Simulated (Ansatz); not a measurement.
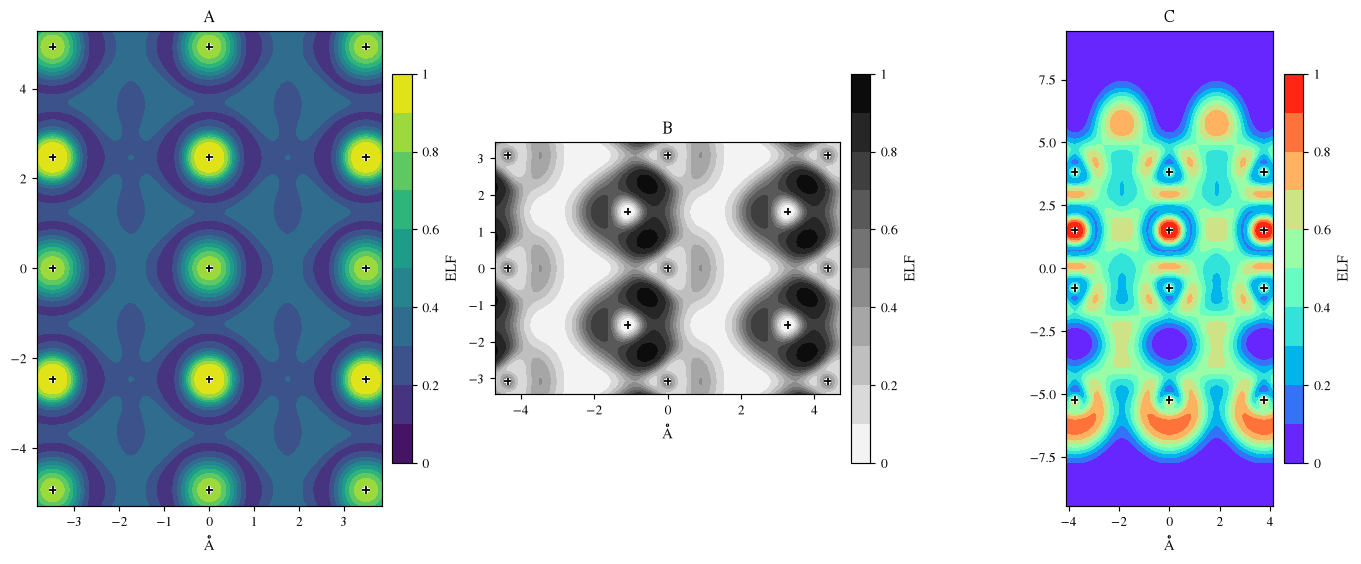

The ELF of 3 systems, each on a plane through atoms (crosses mark nuclei in the plane).

Level of theory: Ansatz 0.2.0, DFT PBEsol, scalar-relativistic, plane waves, PAW.

System 1: CoSi₂ (slab), the (010) plane of the calculation cell, a cut from vacuum to vacuum. Computed without spin polarisation.

```yaml
crystal:
  lattice:
    - [3.75651, 0.00000, 0.00000]
    - [-1.87826, 3.25323, 0.00000]
    - [0.00000, 0.00000, 25.73512]
  atoms:
    - { symbol: Si, position: [0.00000, 0.00000, 0.29670] }
    - { symbol: Co, position: [0.66667, 0.33333, 0.32239] }
    - { symbol: Si, position: [0.33333, 0.66667, 0.35153] }
    - { symbol: Si, position: [0.66667, 0.33333, 0.41083] }
    - { symbol: Co, position: [0.33333, 0.66667, 0.44123] }
    - { symbol: Si, position: [0.00000, 0.00000, 0.46946] }
    - { symbol: Si, position: [0.33333, 0.66667, 0.53054] }
    - { symbol: Co, position: [0.00000, 0.00000, 0.55877] }
    - { symbol: Si, position: [0.66667, 0.33333, 0.58917] }
    - { symbol: Si, position: [0.00000, 0.00000, 0.64847] }
    - { symbol: Co, position: [0.66667, 0.33333, 0.67761] }
    - { symbol: Si, position: [0.33333, 0.66667, 0.70330] }
```

System 2: SiC, the (011) plane of the conventional cell. Space group F-43m.

```yaml
crystal:
  lattice:
    - [4.35666, 0.00000, 0.00000]
    - [0.00000, 0.00000, -4.35666]
    - [0.00000, 4.35666, 0.00000]
  atoms:
    - { symbol: Si, position: [0.50000, 0.50000, 0.00000] }
    - { symbol: Si, position: [0.00000, 0.50000, 0.50000] }
    - { symbol: Si, position: [0.00000, 0.00000, 0.00000] }
    - { symbol: Si, position: [0.50000, 0.00000, 0.50000] }
    - { symbol: C, position: [0.75000, 0.75000, 0.25000] }
    - { symbol: C, position: [0.25000, 0.75000, 0.75000] }
    - { symbol: C, position: [0.25000, 0.25000, 0.25000] }
    - { symbol: C, position: [0.75000, 0.25000, 0.75000] }
```

System 3: FeCo₃, the (110) plane of the conventional cell. Space group Pm-3m; a structure from a database of computed crystals, not necessarily the ambient phase; spin-polarised.

Which map belongs to which system?

Panel A is system 3, FeCo₃: the plane holds Fe and Co. Fe–Co (2.47 Å): the ELF is about 0.25 at the midpoint; no shared electron pair shows on this line. Panel B is system 2, SiC: the plane holds Si and C. Si–C (1.89 Å): the ELF peaks at about 0.95 between the atoms, as expected for a shared electron pair. Panel C is system 1, CoSi₂: the plane holds Si and Co. Co–Si (2.30 Å): the ELF peaks at about 0.75 between the atoms.
